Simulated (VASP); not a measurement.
# Y: geometry relaxation (part 3 of 3)

Y (P6₃/mmc, 2 atoms in the cell); Kohn-Sham DFT of a periodic cell, r2SCAN, VASP PAW PBE potentials, recommended, no spin polarisation (VASP 6.6.1); cutoff 600 eV, 15×15×8 k-mesh, Gaussian smearing of 0.1 eV. The structure derives from a Materials Project entry.

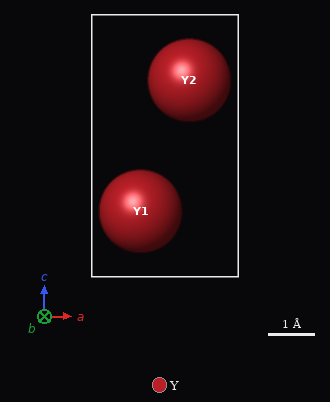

Fig. 1: The geometry at step 3 of the log (spheres-only view of the cell of the calculation, along the b axis; atoms are numbered from 1 in the order of the input).

**Parts of OUTCAR, continued**
```
 k-point     4 :       0.2000   -0.0000    0.0000
  band No.  band energies     occupation
      1     -41.2475      2.00000
      2     -41.1825      2.00000
      3     -20.8306      2.00000
      4     -20.5374      2.00000
      5     -20.4554      2.00000
      6     -20.4474      2.00000
      7     -20.3367      2.00000
      8     -20.3253      2.00000
      9      -1.1188      2.00000
     10       1.7809      2.00000
     11       3.1073      0.02551
     12       3.7025      0.00000
     13       4.8895      0.00000
     14       5.2326      0.00000
     15       5.3567      0.00000

 k-point     5 :       0.2667    0.0000    0.0000
  band No.  band energies     occupation
      1     -41.2358      2.00000
      2     -41.1802      2.00000
      3     -20.7842      2.00000
      4     -20.6122      2.00000
      5     -20.5192      2.00000
      6     -20.4789      2.00000
      7     -20.3519      2.00000
      8     -20.3473      2.00000
      9      -0.5568      2.00000
     10       2.0773      2.00000
     11       2.7830      1.98138
     12       3.2929      0.00000
     13       4.7062      0.00000
     14       4.9539      0.00000
     15       5.0817      0.00000

 [... the levels of 18 k-points are left out ...]

 k-point    24 :       0.4000    0.2000    0.0000
  band No.  band energies     occupation
      1     -41.1982      2.00000
      2     -41.1824      2.00000
      3     -20.7388      2.00000
      4     -20.6343      2.00000
      5     -20.6037      2.00000
      6     -20.5882      2.00000
      7     -20.4818      2.00000
      8     -20.4513      2.00000
      9       1.7086      2.00000
     10       2.1902      2.00000
     11       2.2587      2.00000
     12       2.4855      2.00000
     13       4.2567      0.00000
     14       4.3419      0.00000
     15       5.3805      0.00000

 [... further k-points ...]

------------------------ aborting loop because EDIFF is reached ----------------------------------------

  FORCE on cell =-STRESS in cart. coord.  units (eV):
  Direction    XX          YY          ZZ          XY          YZ          ZX
  --------------------------------------------------------------------------------------
  -------------------------------------------------------------------------------------
  Total        0.0636267      0.0636267      0.0405121     -0.0000000     -0.0000000      0.0000000
  in kB        1.5268135      1.5268135      0.9721466     -0.0000000     -0.0000000      0.0000000
  external PRESSURE =       1.3419246 kB  Pullay stress =       0.0000000 kB

 VOLUME and BASIS-vectors are now :
 -----------------------------------------------------------------------------
  energy-cutoff  :      600.00
  volume of cell :       66.77
      direct lattice vectors                 reciprocal lattice vectors
     3.678920887 -0.000000000  0.000000000     0.271818838  0.156934679  0.000000000
    -1.839460449  3.186038950 -0.000000000     0.000000000  0.313869358  0.000000000
     0.000000000  0.000000000  5.696290507    -0.000000000 -0.000000000  0.175552844

 POSITION                                       TOTAL-FORCE (eV/Angst)
 -----------------------------------------------------------------------------------
     -0.00000      2.12403      1.42407         0.000000      0.000000     -0.000000
      1.83946      1.06201      4.27222        -0.000000      0.000000      0.000000
 -----------------------------------------------------------------------------------
    total drift:                               -0.000004      0.000003     -0.000000

  FREE ENERGIE OF THE ION-ELECTRON SYSTEM (eV)
  ---------------------------------------------------
  free  energy   TOTEN  =       -40.5523826829 eV

  energy  without entropy=      -40.5343943381  energy(sigma->0) =      -40.54338851

--------------------------------------- Ionic step        5  -------------------------------------------

 number of electron      22.0000001 magnetization

------------------------ aborting loop because EDIFF is reached ----------------------------------------

  FORCE on cell =-STRESS in cart. coord.  units (eV):
  Direction    XX          YY          ZZ          XY          YZ          ZX
  --------------------------------------------------------------------------------------
  -------------------------------------------------------------------------------------
  Total       -0.0254898     -0.0254898     -0.0158843      0.0000000      0.0000000      0.0000000
  in kB       -0.6089279     -0.6089279     -0.3794608      0.0000000      0.0000000      0.0000000
  external PRESSURE =      -0.5324389 kB  Pullay stress =       0.0000000 kB

 VOLUME and BASIS-vectors are now :
 -----------------------------------------------------------------------------
  energy-cutoff  :      600.00
  volume of cell :       67.07
      direct lattice vectors                 reciprocal lattice vectors
     3.685649907 -0.000000000  0.000000000     0.271322569  0.156648158  0.000000000
    -1.842824959  3.191866452 -0.000000000     0.000000000  0.313296316  0.000000000
     0.000000000 -0.000000000  5.701014488    -0.000000000 -0.000000000  0.175407377

 POSITION                                       TOTAL-FORCE (eV/Angst)
 -----------------------------------------------------------------------------------
     -0.00000      2.12791      1.42525        -0.000000      0.000000     -0.000000
      1.84282      1.06396      4.27576         0.000000     -0.000000      0.000000
 -----------------------------------------------------------------------------------
    total drift:                               -0.000004      0.000003     -0.000000

  FREE ENERGIE OF THE ION-ELECTRON SYSTEM (eV)
  ---------------------------------------------------
  free  energy   TOTEN  =       -40.5524572020 eV

  energy  without entropy=      -40.5343261455  energy(sigma->0) =      -40.54339167

--------------------------------------- Ionic step        6  -------------------------------------------

 number of electron      22.0000001 magnetization

 Free energy of the ion-electron system (eV)
  ---------------------------------------------------
  ext. energy  EPLUGINS =         0.00000000
  ---------------------------------------------------
  free energy    TOTEN  =       -40.55247331 eV

  energy without entropy =      -40.53438595  energy(sigma->0) =      -40.54342963

 E-fermi :   2.9340     XC(G=0):  -9.9884     alpha+bet : -9.1160

 val. band max:        2.9286346294   @ k =   0.4000   0.2000   0.3750
 cond. band min:       2.9362389262   @ k =   0.2000   0.2000   0.3750
 fundamental gap:      0.0076042968
 Fermi energy:         2.9340218939

 k-point     1 :       0.0000    0.0000    0.0000
  band No.  band energies     occupation
      1     -41.2892      2.00000
      2     -41.2120      2.00000
      3     -20.9184      2.00000
      4     -20.4387      2.00000
      5     -20.4387      2.00000
      6     -20.3467      2.00000
      7     -20.3467      2.00000
      8     -20.3158      2.00000
      9      -1.9446      2.00000
     10       1.1014      2.00000
     11       3.7225      0.00000
     12       4.8886      0.00000
     13       4.8886      0.00000
     14       5.3402      0.00000
     15       5.5663      0.00000

 k-point     2 :       0.0667    0.0000    0.0000
  band No.  band energies     occupation
      1     -41.2871      2.00000
      2     -41.2113      2.00000
      3     -20.9105      2.00000
      4     -20.4539      2.00000
      5     -20.4441      2.00000
      6     -20.3628      2.00000
      7     -20.3484      2.00000
      8     -20.3197      2.00000
      9      -1.8493      2.00000
     10       1.1883      2.00000
     11       3.6353      0.00000
     12       4.6282      0.00000
     13       4.9770      0.00000
     14       5.4494      0.00000
     15       5.5332      0.00000

 k-point     3 :       0.1333    0.0000    0.0000
  band No.  band energies     occupation
      1     -41.2808      2.00000
      2     -41.2095      2.00000
      3     -20.8874      2.00000
      4     -20.4969      2.00000
      5     -20.4589      2.00000
      6     -20.4074      2.00000
      7     -20.3537      2.00000
      8     -20.3313      2.00000
      9      -1.5709      2.00000
     10       1.4315      2.00000
     11       3.4030      0.00000
     12       4.1675      0.00000
     13       5.1781      0.00000
     14       5.2393      0.00000
     15       5.5243      0.00000

 k-point     4 :       0.2000   -0.0000    0.0000
  band No.  band energies     occupation
      1     -41.2713      2.00000
      2     -41.2071      2.00000
      3     -20.8513      2.00000
      4     -20.5607      2.00000
      5     -20.4799      2.00000
      6     -20.4714      2.00000
      7     -20.3621      2.00000
      8     -20.3505      2.00000
      9      -1.1322      2.00000
     10       1.7689      2.00000
     11       3.0919      0.02560
     12       3.6870      0.00000
     13       4.8722      0.00000
     14       5.2110      0.00000
     15       5.3334      0.00000

 k-point     5 :       0.2667    0.0000    0.0000
  band No.  band energies     occupation
      1     -41.2599      2.00000
      2     -41.2048      2.00000
      3     -20.8054      2.00000
      4     -20.6346      2.00000
      5     -20.5422      2.00000
      6     -20.5032      2.00000
      7     -20.3769      2.00000
      8     -20.3724      2.00000
      9      -0.5717      2.00000
     10       2.0649      2.00000
     11       2.7698      1.97981
     12       3.2771      0.00000
     13       4.6895      0.00000
     14       4.9338      0.00000
     15       5.0595      0.00000

 [... the levels of 18 k-points are left out ...]

 k-point    24 :       0.4000    0.2000    0.0000
  band No.  band energies     occupation
      1     -41.2228      2.00000
      2     -41.2071      2.00000
      3     -20.7596      2.00000
      4     -20.6560      2.00000
      5     -20.6266      2.00000
      6     -20.6110      2.00000
      7     -20.5058      2.00000
      8     -20.4751      2.00000
      9       1.6915      2.00000
     10       2.1761      2.00000
     11       2.2493      2.00000
     12       2.4669      2.00000
     13       4.2390      0.00000
     14       4.3243      0.00000
     15       5.3616      0.00000

 [... further k-points ...]

------------------------ aborting loop because EDIFF is reached ----------------------------------------

  FORCE on cell =-STRESS in cart. coord.  units (eV):
  Direction    XX          YY          ZZ          XY          YZ          ZX
  --------------------------------------------------------------------------------------
  -------------------------------------------------------------------------------------
  Total        0.0012440      0.0012440      0.0009183     -0.0000000     -0.0000000     -0.0000000
  in kB        0.0297595      0.0297595      0.0219678     -0.0000000     -0.0000000     -0.0000000
  external PRESSURE =       0.0271622 kB  Pullay stress =       0.0000000 kB

 VOLUME and BASIS-vectors are now :
 -----------------------------------------------------------------------------
  energy-cutoff  :      600.00
  volume of cell :       66.98
      direct lattice vectors                 reciprocal lattice vectors
     3.683604054 -0.000000000  0.000000000     0.271473260  0.156735160  0.000000000
    -1.841802032  3.190094692 -0.000000000     0.000000000  0.313470319  0.000000000
     0.000000000 -0.000000000  5.699578236    -0.000000000 -0.000000000  0.175451579

 POSITION                                       TOTAL-FORCE (eV/Angst)
 -----------------------------------------------------------------------------------
     -0.00000      2.12673      1.42489        -0.000000      0.000000      0.000000
      1.84180      1.06336      4.27468         0.000000     -0.000000      0.000000
 -----------------------------------------------------------------------------------
    total drift:                               -0.000004      0.000003     -0.000000

  FREE ENERGIE OF THE ION-ELECTRON SYSTEM (eV)
  ---------------------------------------------------
  free  energy   TOTEN  =       -40.5524733075 eV

  energy  without entropy=      -40.5343859540  energy(sigma->0) =      -40.54342963

 reached required accuracy - stopping structural energy minimisation
```

**CONTCAR**
```
Y
   1.00000000000000
     3.6836040544378967   -0.0000000000652532    0.0000000000000000
    -1.8418020323317859    3.1900946919804176   -0.0000000000000000
     0.0000000000000000   -0.0000000000000000    5.6995782359300069
  Y
     2
Direct
     0.3333333300000021    0.6666666699999979    0.2500000000000000
     0.6666666699999979    0.3333333300000021    0.7500000000000000

  0.00000000E+00  0.00000000E+00  0.00000000E+00
  0.00000000E+00  0.00000000E+00  0.00000000E+00
```

**Trajectory as extended XYZ (Å, eV, eV/Å), 6 frames, from step=0 to step=5**
```
2
Lattice="3.6426 0.0000 0.0000 -1.8213 3.1546 0.0000 0.0000 0.0000 5.8792" Properties=species:S:1:pos:R:3:forces:R:3 step=0 energy=-40.53726
Y     0.0000    2.1030    1.4698    0.0000   0.0000   0.0000
Y     1.8213    1.0515    4.4094    0.0000   0.0000   0.0000
2
Lattice="3.6644 -0.0000 0.0000 -1.8322 3.1734 -0.0000 0.0000 0.0000 5.7695" Properties=species:S:1:pos:R:3:forces:R:3 step=1 energy=-40.54987
Y     0.0000    2.1156    1.4424    0.0000   0.0000   0.0000
Y     1.8322    1.0578    4.3271    0.0000   0.0000   0.0000
2
Lattice="3.6775 -0.0000 0.0000 -1.8387 3.1848 -0.0000 0.0000 0.0000 5.7034" Properties=species:S:1:pos:R:3:forces:R:3 step=2 energy=-40.55236
Y     0.0000    2.1232    1.4259    0.0000   0.0000   0.0000
Y     1.8387    1.0616    4.2776    0.0000   0.0000   0.0000
2
Lattice="3.6789 -0.0000 0.0000 -1.8395 3.1860 -0.0000 0.0000 0.0000 5.6963" Properties=species:S:1:pos:R:3:forces:R:3 step=3 energy=-40.55238
Y     0.0000    2.1240    1.4241    0.0000   0.0000   0.0000
Y     1.8395    1.0620    4.2722    0.0000   0.0000   0.0000
2
Lattice="3.6856 -0.0000 0.0000 -1.8428 3.1919 -0.0000 0.0000 -0.0000 5.7010" Properties=species:S:1:pos:R:3:forces:R:3 step=4 energy=-40.55246
Y     0.0000    2.1279    1.4253    0.0000   0.0000   0.0000
Y     1.8428    1.0640    4.2758    0.0000   0.0000   0.0000
2
Lattice="3.6836 -0.0000 0.0000 -1.8418 3.1901 -0.0000 0.0000 -0.0000 5.6996" Properties=species:S:1:pos:R:3:forces:R:3 step=5 energy=-40.55247
Y     0.0000    2.1267    1.4249    0.0000   0.0000   0.0000
Y     1.8418    1.0634    4.2747    0.0000   0.0000   0.0000
```

This output came from the following input.

**INCAR**
```
SYSTEM = Y
PREC = Accurate
ENCUT = 600
EDIFF = 1E-7
ISMEAR = 0
SIGMA = 0.1
LREAL = .FALSE.
LASPH = .TRUE.
NELM = 80
ALGO = Normal
ISIF = 3
LWAVE = .FALSE.
LCHARG = .FALSE.
METAGGA = R2SCAN
LMIXTAU = .TRUE.
IBRION = 2
NSW = 90
EDIFFG = -0.005
```

**KPOINTS**
```
Automatic mesh
0
G
  15 15 8
  0 0 0
```

**POSCAR**
```
Y
1.0
    3.6425693900      0.0000000000      0.0000000000
   -1.8212847000      3.1545576300      0.0000000000
    0.0000000000      0.0000000000      5.8791583500
Y
2
Direct
    0.3333333300      0.6666666700      0.2500000000
    0.6666666700      0.3333333300      0.7500000000
```

Command:
```bash
cat potpaw_PBE.64/Y_sv/POTCAR > POTCAR
mpirun -np 1 vasp_std > vasp.out
```

**Results in brief**

| quantity | value |
| --- | --- |
| outcome | converged |
| space group (tolerance 0.01 Å) | P6₃/mmc (194) |
| electrons treated | 22 |
| free energy | −40.5525 eV |
| Fermi energy | 2.934 eV |
| gap on the k-point mesh | none (metallic) |
| pressure | 0.00 GPa |
| final volume | 66.98 Å³ |
| largest force (length of the vector) at the end | under 0.001 eV/Å |
| final cell | a = 3.684 Å, b = 3.684 Å, c = 5.700 Å, α = 90.00°, β = 90.00°, γ = 120.00° |
| hardware | 1 thread of Intel Xeon (Granite Rapids), 64 GiB of memory available, shared host |
| wall time | 29 min |
| peak memory | 0.36 GiB |
